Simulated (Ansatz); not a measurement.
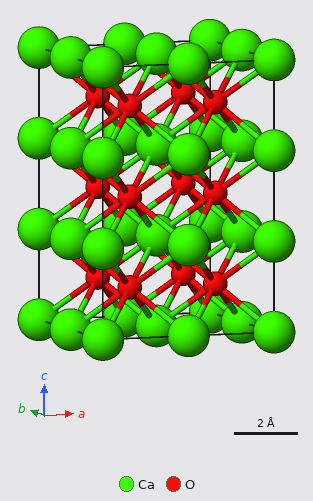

Starting frame of a dynamics run of a 24-atom cell of CaO (built on the CsCl type). The picture is a ball-and-stick view of the simulation cell, seen slightly off an axis. Bonds to atoms that aren't drawn are left out.

Level of theory: DFT, PBE, plane waves, PAW (Ansatz 0.2.0).

Input
```yaml
crystal:
  lattice:
    - [5.8064179366, 0.0, 0.0]
    - [0.0, 5.8064179366, 0.0]
    - [0.0, 0.0, 8.7096269049]
  atoms:
    - { symbol: Ca, position: [0.0, 0.0, 0.0] }
    - { symbol: O, position: [0.25, 0.25, 0.1666666667] }
    - { symbol: Ca, position: [0.0, 0.0, 0.3333333333] }
    - { symbol: O, position: [0.25, 0.25, 0.5] }
    - { symbol: Ca, position: [0.0, 0.0, 0.6666666667] }
    - { symbol: O, position: [0.25, 0.25, 0.8333333333] }
    - { symbol: Ca, position: [0.0, 0.5, 0.0] }
    - { symbol: O, position: [0.25, 0.75, 0.1666666667] }
    - { symbol: Ca, position: [0.0, 0.5, 0.3333333333] }
    - { symbol: O, position: [0.25, 0.75, 0.5] }
    - { symbol: Ca, position: [0.0, 0.5, 0.6666666667] }
    - { symbol: O, position: [0.25, 0.75, 0.8333333333] }
    - { symbol: Ca, position: [0.5, 0.0, 0.0] }
    - { symbol: O, position: [0.75, 0.25, 0.1666666667] }
    - { symbol: Ca, position: [0.5, 0.0, 0.3333333333] }
    - { symbol: O, position: [0.75, 0.25, 0.5] }
    - { symbol: Ca, position: [0.5, 0.0, 0.6666666667] }
    - { symbol: O, position: [0.75, 0.25, 0.8333333333] }
    - { symbol: Ca, position: [0.5, 0.5, 0.0] }
    - { symbol: O, position: [0.75, 0.75, 0.1666666667] }
    - { symbol: Ca, position: [0.5, 0.5, 0.3333333333] }
    - { symbol: O, position: [0.75, 0.75, 0.5] }
    - { symbol: Ca, position: [0.5, 0.5, 0.6666666667] }
    - { symbol: O, position: [0.75, 0.75, 0.8333333333] }
kpoints:
  mp_grid: { grid: [2, 2, 2] }
hamiltonian:
  xc: pbe
scf:
  occupations: { method: fermi_dirac, width: 0.086 }
md:
  ensemble: nvt_langevin
  temperature: 1000
  timestep: 1.5
  n_steps: 30
  initial_velocities: maxwell_boltzmann
  seed: 8182
```

Launched with:
```bash
ansatz run input.yaml --threads 4 --pin off --max-ram 3686MiB --backend cpu --events-out ev --progress --plain --runs-dir out
```

Q: What does the trajectory do?

A: Over the second half the temperature averages 717 K (spread ±100 K). The potential energy in the second half lies on average 82.9 meV per atom above the first frame. In the second half of the run the atoms are, in the root-mean-square, this far from where they began (common drift taken out): O 0.26 Å, Ca 0.20 Å. The run lasts only 45 fs, too short to tell vibration from diffusion.

Along the run (each row but the first and the last is the mean over the interval that it begins):

| time (fs) | potential energy (meV/atom) | T (K) |
| --- | --- | --- |
| 0.0 | 0.0 | 958 |
| 4.5 | 10.9 | 851 |
| 9.0 | 28.7 | 728 |
| 13.5 | 50.5 | 626 |
| 18.0 | 69.2 | 533 |
| 22.5 | 81.1 | 631 |
| 27.0 | 87.5 | 682 |
| 31.5 | 88.4 | 661 |
| 36.0 | 84.2 | 702 |
| 40.5 | 76.7 | 811 |
| 45.0 | 72.8 | 1007 |

The paths of the atoms, magnified 2 times:

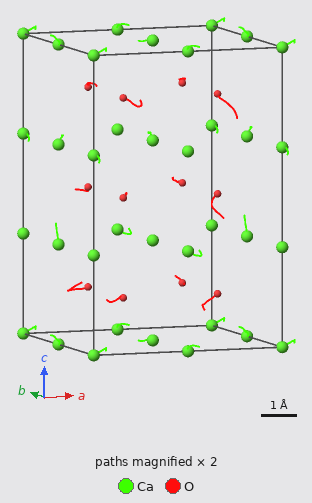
